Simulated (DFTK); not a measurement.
```
Te Mo
1.0
     3.51820    0.00000    0.00000
    -1.75910    3.04685    0.00000
     0.00000    0.00000   13.97360
Te Mo
4 2
Direct
  0.66667 0.33333 0.37900
  0.33333 0.66667 0.87900
  0.66667 0.33333 0.12100
  0.33333 0.66667 0.62100
  0.66667 0.33333 0.75000
  0.33333 0.66667 0.25000
```

Space group P6₃/mmc.

Theory: DFTK, Kohn-Sham DFT of a periodic cell, PBEsol, dojo.nc.sr.PBEsol.v0_4_1.standard.upf.

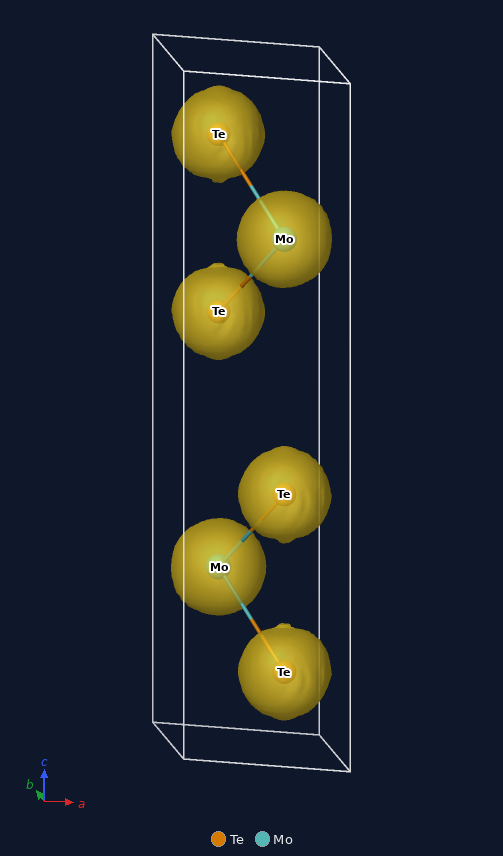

Te₂Mo. Isosurface of the valence pseudo-density at 0.8 e/Å³ (yellow), seen slightly off an axis. Sticks mark near contacts.

In a pseudopotential calculation such maps are meaningful between the atoms, not at the nuclei.

Q: Which contacts does the surface bridge?

A: At this value the density breaks into separate islands; it holds about 70 % of the electrons treated as valence. It bridges none of the near contacts. It is pinched off along the sampled Te–Mo (2.72 Å) contacts. On the grid the lowest density along these lines, outside the cores, is 0.45 e/Å³ (Te–Mo, 2.72 Å).
